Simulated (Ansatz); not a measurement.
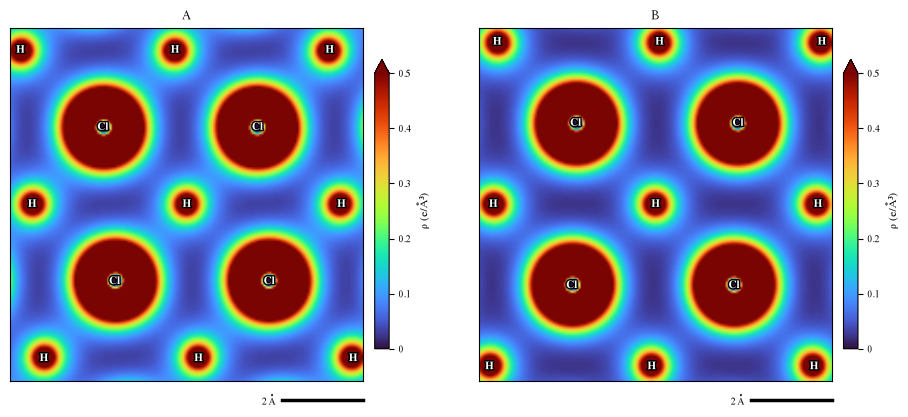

HCl. The valence charge density (pseudo) of two cells that differ in size and shape, on the (011) plane of each (indices in the axes of the calculation cell), at one length scale and on one colour scale: B has 22.6 Å³ an atom and A 20.5.

Space group I4/mmm.

Method: DFT PBEsol, scalar-relativistic, plane waves, PAW (Ansatz).

Core electrons are frozen (PAW), and the valence fields are smoothed inside the atomic spheres.

> What changes from the larger cell to the smaller?

From the larger cell to the smaller, Cl–H goes from 2.81 to 2.60 Å, and the density at its midpoint from 0.13 to 0.19 e/Å³, the ELF there from 0.50 to 0.60; the pressure goes from −9 to −10 GPa.
